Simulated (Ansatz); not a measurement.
Consider this structure, Ni.

```
Ni
1.0
     2.43417    0.00000    0.00000
     0.00000    4.34006    0.00000
     0.00000    0.00000    8.33522
Ni
8
Direct
  0.50000 0.50000 0.50000
  0.75000 0.25000 0.25000
  0.50000 0.00000 0.00000
  0.75000 0.75000 0.75000
  0.00000 0.50000 0.00000
  0.25000 0.25000 0.75000
  0.00000 0.00000 0.50000
  0.25000 0.75000 0.25000
```

Structure used: the input geometry of an electronic-structure calculation (not necessarily at equilibrium); the starting structure was generated, so it need not be a known form of this composition.

**Predict the first 4 clear peaks of the X-ray G(r) with σ = 0.07 Å, and name the atom pairs.**

1. 2.45 Å: Ni–Ni at 2.43–2.49 Å
2. 2.98 Å: Ni–Ni at 2.98 Å
3. 3.87 Å: Ni–Ni at 3.84–3.91 Å
4. 4.29 Å: Ni–Ni at 4.25–4.34 Å

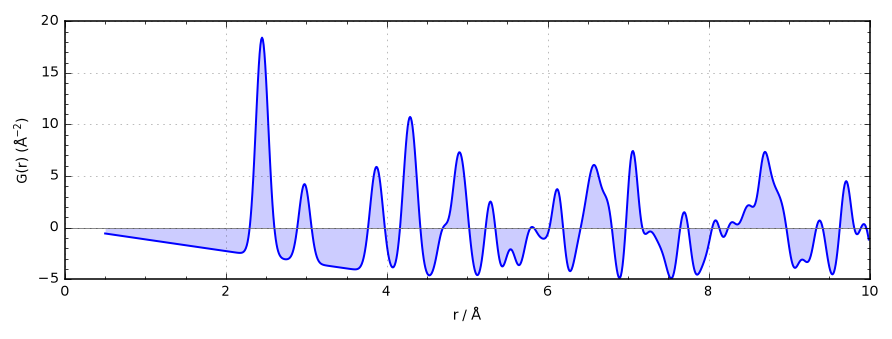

The curve is a calculated X-ray PDF: distances of the static structure, each pair weighted by the product of the atomic numbers (X-ray weights at Q = 0), broadened by Gaussians with σ = 0.07 Å, damped by exp(−(Q_damp r)²/2) with Q_damp = 0.040 Å⁻¹. No termination ripples are included.
